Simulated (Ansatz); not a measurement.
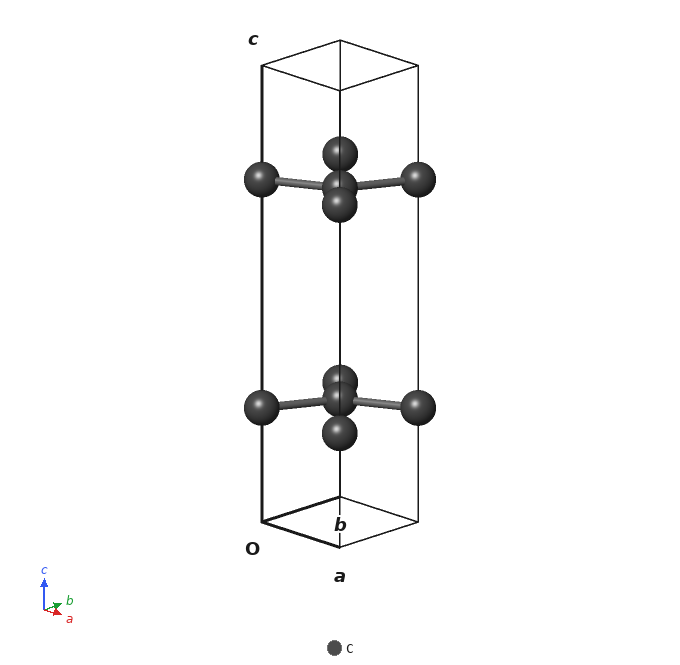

Crystal: C, the geometry relaxed with DFT PBEsol, scalar-relativistic, plane waves, PAW (Ansatz). One unit cell is drawn above. Geometry calculated from the standardised cell; symmetry tolerance 0.002 Å.

```
C
1.0
     2.45888    0.00000    0.00000
    -1.22944    2.12945    0.00000
     0.00000    0.00000    7.30700
C
4
Direct
  0.00000 0.00000 0.25000
  0.00000 0.00000 0.75000
  0.33333 0.66667 0.25000
  0.66667 0.33333 0.75000
```

What is its point group?

Answer. 6/mmm (D6h), order 24, hexagonal system: one sixfold axis, six twofold axes, seven mirror planes, an inversion centre.

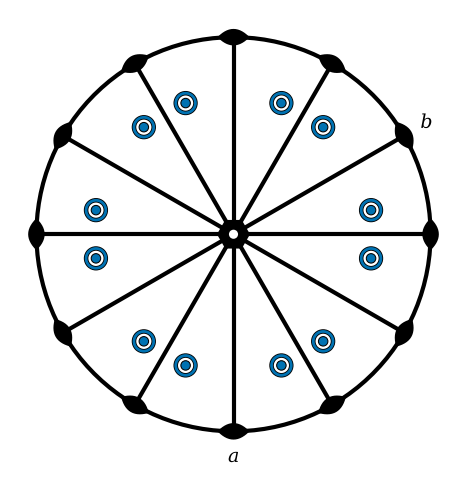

Stereographic projection: filled dots lie in the upper hemisphere, open rings in the lower; heavy lines are mirror planes (a heavy rim: a mirror in the plane of the page); lens, triangle, square and hexagon are 2-, 3-, 4- and 6-fold axes, a lens in an open square is −4, a triangle in an open hexagon −6; thin dashed diameters join the ends of axes that lie in the page; a small open circle marks inversion. The poles are one general form. The c axis points at the viewer.

What does this class allow?

Answer. Class 6/mmm is centrosymmetric, so neither piezoelectric nor pyroelectric; it is not chiral. Its Laue class is 6/mmm.
